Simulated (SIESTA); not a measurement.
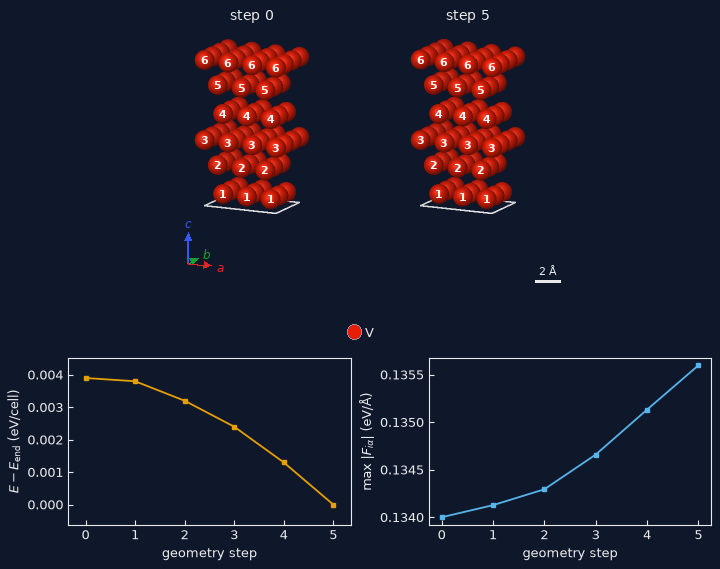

First and last geometry of a relaxation of a slab of composition V, with the history of the run. The picture is a spheres-only view of the 3 × 3 repeat of the cell, outlined in the plane, without the vacuum, seen slightly off an axis.

The run lets the atoms move in a fixed cell.

Method: Kohn-Sham DFT of a periodic cell, PBE, PseudoDojo 0.4 standard, converted to PSML (SIESTA 5.4.2).

The input:
```
SystemName                      V
SystemLabel                     V
NumberOfSpecies                 1
NumberOfAtoms                   6
%block ChemicalSpeciesLabel
  1  23 V
%endblock ChemicalSpeciesLabel

UseStructFile                   true

%block kgrid.MonkhorstPack
    8   0   0  0.0
    0   8   0  0.0
    0   0   1  0.0
%endblock kgrid.MonkhorstPack
XC.Functional                   GGA
XC.Authors                      PBE
PAO.BasisSize                   DZP
PAO.EnergyShift                 0.003 Ry
Mesh.Cutoff                     800 Ry
Spin                            polarized
%block DM.InitSpin
    1   2.000
    2   2.000
    3   2.000
    4   2.000
    5   2.000
    6   2.000
%endblock DM.InitSpin
OccupationFunction              FD
ElectronicTemperature           0.05 eV
Slab.DipoleCorrection           vacuum
MaxSCFIterations                200
SCF.MustConverge                false
SCF.Mixer.Method                Pulay
SCF.Mixer.Weight                0.1
SCF.Mixer.History               10
SCF.DM.Tolerance                5.0e-05
SCF.H.Tolerance                 1.0e-03 eV
WriteForces                     true
Charge.Mulliken                 end
MD.TypeOfRun                    FIRE
MD.Steps                        40
MD.MaxForceTol                  0.01 eV/Ang
MD.MaxDispl                     0.1 Ang
WriteCoorStep                   true
AtomCoorFormatOut               Fractional
%block Geometry.Constraints
  atom [1 2 3]
%endblock Geometry.Constraints
%block PAO.Basis
  V 5
  n=3 0 2
    2.991 0.000
  n=4 0 2
    8.463 0.000
  n=3 1 2
    3.380 0.000
  n=4 1 1
    8.463
  n=3 2 2
    5.772 0.000
%endblock PAO.Basis
```

Command:
```bash
siesta V.fdf > V.out 2>&1
```

**Read the history and describe the run.**

The run was cut off at its time limit before the relaxation converged, so the last structure is only a point on the way. Over 5 geometry steps the energy falls by 3.9 meV per cell of the calculation. Largest force component: 0.13 eV/Å at the start, 0.14 eV/Å at the end. The largest move is that of V6, 0.032 Å along the normal (+c). The cell doesn't change. Some distances before and after: V4–V5 2.680 → 2.690 Å. Cost: 42 min on 1 thread of Arm Neoverse V2, on a shared host, peak memory 0.62 GiB.
